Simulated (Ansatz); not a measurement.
```yaml
crystal:
  lattice:
    - [5.72791, 5.72791, 5.72791]
    - [-5.72791, 5.72791, -5.72791]
    - [-5.72791, -5.72791, 5.72791]
  atoms:
    - { symbol: Al, position: [0.50000, 0.50148, 0.99719] }
    - { symbol: Al, position: [0.74719, 0.50148, 0.75000] }
    - { symbol: Al, position: [0.50000, 0.25000, 0.25000] }
    - { symbol: Al, position: [0.74852, 0.24571, 0.99852] }
    - { symbol: Al, position: [0.00000, 0.25000, 0.75000] }
    - { symbol: Al, position: [0.50000, 0.99719, 0.50148] }
    - { symbol: Al, position: [0.74852, 0.99852, 0.24571] }
    - { symbol: Al, position: [0.99571, 0.99852, 0.99852] }
    - { symbol: Al, position: [0.25148, 0.99719, 0.75000] }
    - { symbol: Al, position: [0.74719, 0.75000, 0.50148] }
    - { symbol: Al, position: [0.00000, 0.75000, 0.25000] }
    - { symbol: Al, position: [0.25148, 0.75000, 0.99719] }
    - { symbol: Al, position: [0.00429, 0.50281, 0.50281] }
    - { symbol: Al, position: [0.25281, 0.50281, 0.25429] }
    - { symbol: Al, position: [0.25281, 0.25429, 0.50281] }
    - { symbol: As, position: [0.74163, 0.99163, 0.99163] }
    - { symbol: As, position: [0.74917, 0.75000, 0.25021] }
    - { symbol: As, position: [0.00021, 0.75000, 0.99917] }
    - { symbol: As, position: [0.75104, 0.50083, 0.50083] }
    - { symbol: As, position: [0.99979, 0.49896, 0.24979] }
    - { symbol: As, position: [0.25083, 0.50083, 0.00104] }
    - { symbol: As, position: [0.74917, 0.25021, 0.75000] }
    - { symbol: As, position: [0.99979, 0.24979, 0.49896] }
    - { symbol: As, position: [0.24896, 0.24979, 0.24979] }
    - { symbol: As, position: [0.50000, 0.25021, 0.99917] }
    - { symbol: As, position: [0.00021, 0.99917, 0.75000] }
    - { symbol: As, position: [0.25083, 0.00104, 0.50083] }
    - { symbol: As, position: [0.50000, 0.99917, 0.25021] }
    - { symbol: As, position: [0.25837, 0.75000, 0.75000] }
    - { symbol: As, position: [0.50000, 0.75000, 0.50837] }
    - { symbol: As, position: [0.50000, 0.50837, 0.75000] }
```

Spin-polarised.

All numbers below come from DFT PBE, scalar-relativistic, plane waves, PAW (Ansatz 0.2.0).

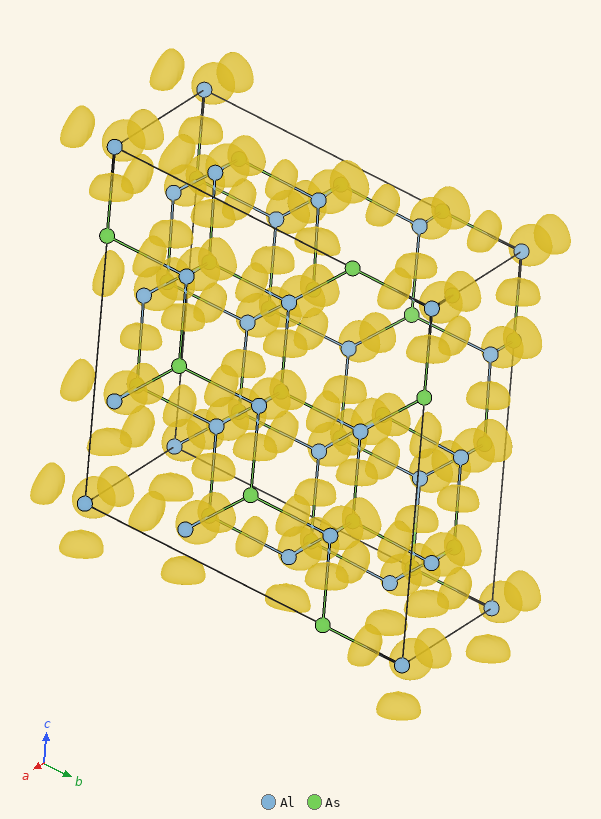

Al₁₅As₁₆ (cell with a defect). Isosurface of the ELF at 0.8 (yellow), seen slightly off an axis. Core shells and regions of very low density are left out. Sticks mark near contacts.

**What do the ELF domains correspond to?**

At this value the surface marks out 60 regions between bonded Al–As atoms, counted in one cell of 31 atoms. Any copies at cell faces, edges or corners count once. Profiles from the grid: Al–As (2.48 Å): the ELF peaks at about 0.90 between the atoms.

**Does the calculation make it a metal, or give it a gap?**

It is metallic or semimetallic at this level of theory: no gap opens.
